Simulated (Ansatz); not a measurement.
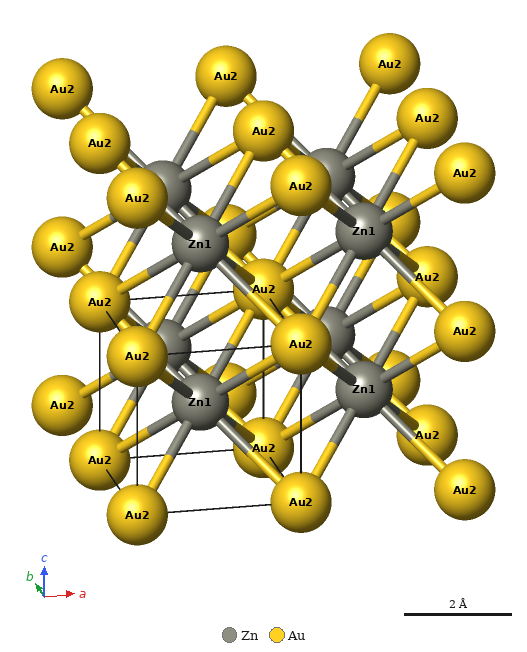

The starting point is a symmetric starting cell of ZnAu. A ball-and-stick model of the cell of the calculation, repeated 2 × 2 × 2 with one cell outlined, seen from a free direction.

All numbers below come from DFT PBE, scalar-relativistic, plane waves, PAW in Ansatz. Settings: plane-wave cutoff 420 eV; k-point mesh 14 × 14 × 14; occupations gaussian; smearing width 0.1 eV; no spin polarisation.

Now this is done to it. All lengths are scaled by −1.3 % (volume −3.8 %), the atoms keeping their fractional coordinates. No relaxation follows. The starting cell wasn't computed here and needn't be at equilibrium, so pressure and forces aren't due to the change alone.

Input
```yaml
crystal:
  lattice:
    - [3.10690722, 0.0, 0.0]
    - [0.0, 3.10690722, 0.0]
    - [0.0, 0.0, 3.10690722]
  atoms:
    - { symbol: Zn, position: [0.5, 0.5, 0.5] }
    - { symbol: Au, position: [0.0, 0.0, 0.0] }
basis:
  ecutwfc: 420
kpoints:
  mp_grid: { grid: [14, 14, 14] }
hamiltonian:
  xc: pbe
scf:
  occupations: { method: gaussian, width: 0.1 }
output:
  forces: true
  stress: true
  eigenvalues: true
```

Run as
```bash
ansatz run input.yaml --threads 1 --pin off --max-ram 1331MiB --backend cpu --events-out ev --progress --plain --runs-dir out
```

Question: What does the calculation give for the changed structure?

Answer: The pressure is 10.9 GPa (not all of it need come from the change, since the unchanged cell can be under pressure at this level too). All forces vanish by symmetry. Some distances before and after: Au–Zn 2.725 → 2.691 Å. The space group stays Pm-3m (No. 221).
